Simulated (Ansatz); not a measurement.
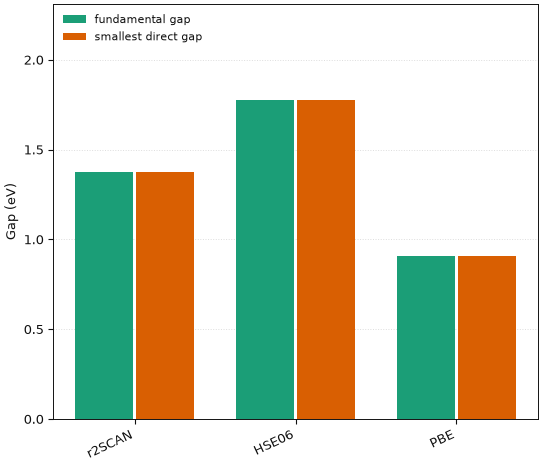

Gaps of GaP, space group F-43m (No. 216), 2 atoms in the cell, zincblende type, hydrostatic strain +3.9%, at several levels of theory on one cell (Ansatz, plane waves and PAW; edges over the mesh and the special points).

Q: How does the gap depend on the level, and does its kind change?

A: In rising order: PBE 0.91 eV, r2SCAN 1.38 eV and HSE06 1.78 eV. It is direct at every level.
